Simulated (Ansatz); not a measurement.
## Energy of Ru along an even scaling of the cell

System: Ru (Fd-3m, 2 atoms in the cell).
Method: DFT, revPBE, plane waves (420 eV) with PAW, scalar-relativistic, no spin polarisation (Ansatz 0.2.0).

The 6 runs differ only in the geometry, by an even scaling of the cell at fixed fractional positions.

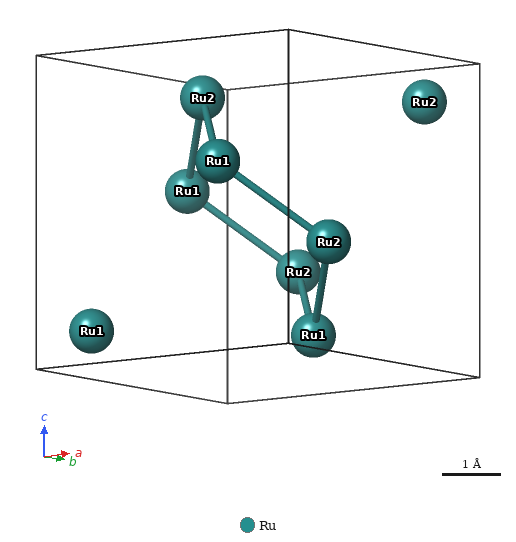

Figure 1. The structure of run 4 (ball-and-stick view of the cell 4 times as large as that of the calculation, set on its symmetry axes, seen at an oblique angle; atoms are numbered from 1 in the order of the input).

### Input of run 4
```yaml
crystal:
  lattice:
    - [0.0, 2.775203756, 2.775203756]
    - [2.775203756, 0.0, 2.775203756]
    - [2.775203756, 2.775203756, 0.0]
  atoms:
    - { symbol: Ru, position: [0.125, 0.125, 0.125] }
    - { symbol: Ru, position: [0.875, 0.875, 0.875] }
hamiltonian:
  xc: revpbe
  pseudopotentials:
    kind: paw
    azcp:
      Ru: "pseudopotentials/Ru.paw.azcp"
basis:
  ecutwfc: 420
  fft_grid_basis: typed
kpoints:
  mp_grid: { grid: [11, 11, 11], shift: [0, 0, 0] }
magnetization:
  spin_polarized: false
scf:
  occupations: { method: fermi_dirac, width: 0.1 }
  lower_state_search: "off"
output:
  stress: true
```

Run 3 differs from it as follows:
```diff
-    - [0.0, 2.775203756, 2.775203756]
-    - [2.775203756, 0.0, 2.775203756]
-    - [2.775203756, 2.775203756, 0.0]
+    - [0.0, 2.7391580688, 2.7391580688]
+    - [2.7391580688, 0.0, 2.7391580688]
+    - [2.7391580688, 2.7391580688, 0.0]
```

### Results, with one run withheld

```csv
run,volume per atom (Å³),"free energy per atom, from the lowest run given (meV)",pressure (GPa)
1,18.086,169.48,26.93
2,19.730,2.94,7.04
3,20.552,?,?
4,21.374,0.00,−5.50
5,22.196,39.95,−9.90
6,23.018,99.96,−13.35
```

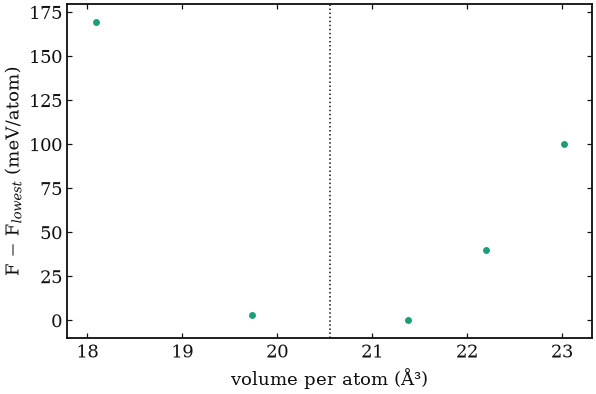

Figure 2. Free energy per atom of the runs given; the dotted line marks run 3.

Estimate the energy of run 3 from the others.

A cubic polynomial in V^(−2/3) (the Birch–Murnaghan form), fitted to the 5 runs given, misses them by at most 0.02 meV per atom. With x = V^(−2/3) − 0.13243 Å⁻², it reads F = −13.661 − 2068.8 x + 1.2504e+06 x² + 3.7058e+06 x³ (meV per atom). At run 3 it gives −14.51 meV per atom, and the run itself gives −14.56. The slope of the fit gives a pressure −dF/dV of 0.04 GPa there, and the run prints 0.05 GPa. The fit has its minimum at 20.558 Å³ per atom, where V d²F/dV² gives 155 GPa: the bulk modulus at this level, since symmetry fixes the shape and the positions.

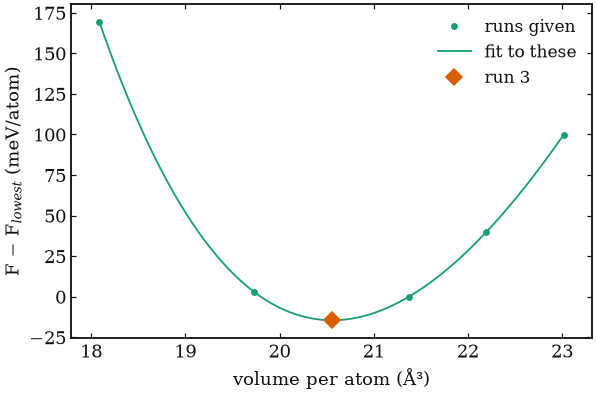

Figure 3. The fit and the withheld run.

### Output, shortened to warnings, some set-up lines, iterations and results (run 3)
```
Basis set: ecut = 420 eV, 821 PW (Γ)
Symmetry: 48 space group operations
k-points: 56 of 1331
Initial density: superposition of atomic densities (neutral atoms: chi_scale 0, normalization atom), corrected by the library's trained network
[...]
SCF iter   1: F=—  HF=-11765.532165 eV  |F-HF|=—  |Δ(HF+E_count)|=         —  Δρ=1.08e-2  dr2=4.49e-2  ethr=1.77e-3  ⟨swp⟩=5.2  Hψ=4742  notcnv=0
SCF iter   2: F=—  HF=-11765.525691 eV  |F-HF|=—  |Δ(HF+E_count)|=   6.47e-3  Δρ=4.94e-3  dr2=1.05e-2  ethr=1.40e-4  ⟨swp⟩=1.3  Hψ=1660  notcnv=0
SCF iter   3: F=—  HF=-11765.523982 eV  |F-HF|=—  |Δ(HF+E_count)|=   1.71e-3  Δρ=9.27e-4  dr2=3.34e-4  ethr=3.29e-5  ⟨swp⟩=2.0  Hψ=1691  notcnv=0
SCF iter   4: F=—  HF=-11765.524004 eV  |F-HF|=—  |Δ(HF+E_count)|=   2.25e-5  Δρ=2.26e-4  dr2=3.30e-5  ethr=1.04e-6  ⟨swp⟩=2.1  Hψ=1763  notcnv=0
SCF iter   5: F=—  HF=-11765.524005 eV  |F-HF|=—  |Δ(HF+E_count)|=   3.25e-7  Δρ=8.34e-5  dr2=2.15e-6  ethr=1.03e-7  ⟨swp⟩=2.0  Hψ=1601  notcnv=0
SCF iter   6: F=—  HF=-11765.524007 eV  |F-HF|=—  |Δ(HF+E_count)|=   2.12e-6  Δρ=2.14e-5  dr2=1.72e-7  ethr=6.73e-9  ⟨swp⟩=2.1  Hψ=1717  notcnv=0
SCF iter   7: F=-11765.524007 eV  HF=-11765.524007 eV  |F-HF|=1.07e-8  |Δ(HF+E_count)|=   2.97e-7  Δρ=4.48e-6  dr2=4.59e-9  ethr=3.13e-10  ⟨swp⟩=4.0  Hψ=3645  notcnv=0
SCF 1 converged in 7 iterations: F = -11765.524007 eV  dr2 = 4.59e-9
SCF converged after 7 iterations
Free energy (F): -11765.524007 eV
Harris-Foulkes:  -11765.524007 eV  (|F-HF|=1.07e-8)
Internal energy: -11765.460802 eV  (E = F + TS)
E sigma→0 (E₀):  -11765.492404 eV
Entropy (-TS):   -0.063205 eV (-31.603 meV/atom)
Fermi energy:    14.001616 eV
--- Per-component energies (eV) ---
  E_band       = -396.842805
  E_kinetic    = 1028.862229
  E_local      = -3898.026997  (includes V_loc(G=0)·N_el)
  E_nonlocal   = 688.963863
  E_hartree    = 1351.621042
  E_xc         = -378.358438
  E_vxc        = -474.039211  (∫ρ·V_xc dr)
  E_paw        = -6933.650408  (= ΣΔE_a)
  E_vpaw       = -445.845970  (= ΣTr[D̂ρ^β])
  E_aug_tail   = -0.000371  (compensation charges beyond the density's cutoff)
  E_ewald      = -3624.727547
  E_core_change = -0.144175  (= ΣΔE_core)
  E_smearing   = -0.063205  (= −TS)
  E_closure    = -0.000000  (closes the sum)
  Σ components = -11765.524007   (vs F -11765.524007, Δ=0.00e0)
--- Stress (GPa, compression-positive) ---
        0.045398      -0.000000       0.000000
       -0.000000       0.045398       0.000000
        0.000000      -0.000000       0.045398
  P = ⅓ Tr σ = 0.0454 GPa (0.454 kbar)
```
